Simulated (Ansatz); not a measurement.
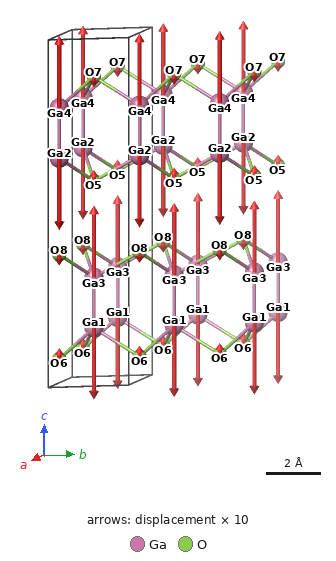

This is a relaxation of solid GaO (a generated structure, set up in P6_3/mmc) (coarse preliminary run). The starting structure is drawn; red arrows show the displacements (the part carried along by the change of the cell is left out), magnified 10 times.

Style: ball-and-stick. Shown: the cell of the calculation, repeated 2 × 3 × 1 with one cell outlined, slightly off an axis.

The calculation used Ansatz, DFT PBE, scalar-relativistic, plane waves, PAW. Set-up: plane-wave cutoff 420 eV; k-point mesh 6 × 6 × 2; occupations gaussian; smearing width 0.1 eV; no spin polarisation; cell and atoms relaxed; force threshold 0.05 eV/Å; at most 80 steps.

### Atoms of which element are displaced furthest, and by how much?

Gallium: up to 0.27 Å, against 0.04 Å for oxygen.

### Describe the change and its energy.

The energy falls by 738 meV per atom in 6 accepted moves (8 points after the start). Largest force component: 13 eV/Å at the start, 0.0011 eV/Å at the end. Pressure: 11.15 GPa at the start and 0.28 GPa at the end. The line search rejected the trial step at point 6 of the run. At 1 point the geometry stayed and the basis and grid were re-selected for the new cell (energy shift of 2.8 meV per atom at most each time). The largest moves relative to the cell, 0.27 Å, are those of Ga1, Ga2, Ga3 and Ga4. Ga3 goes along +c. Largest moves by element: Ga 0.27 Å, O 0.04 Å. Cell: a = b 3.074 → 3.107 Å (+1.1 %), c 13.077 → 13.439 Å (+2.8 %). Volume +5.0 %. Near-neighbour distances that change, for instance: Ga1–Ga3 1.909 → 2.503 Å, Ga1–O6 2.041 → 1.934 Å. Bond angles that change, for instance: Ga1–O6–Ga1 97.7° → 106.9°, O6–Ga1–O6 97.7° → 106.9°, Ga3–Ga1–O6 119.6° → 112.0°. The space group stays P6_3/mmc (No. 194).

Limits of the set-up: layers or molecules are held without a dispersion correction, so their spacing is unreliable.
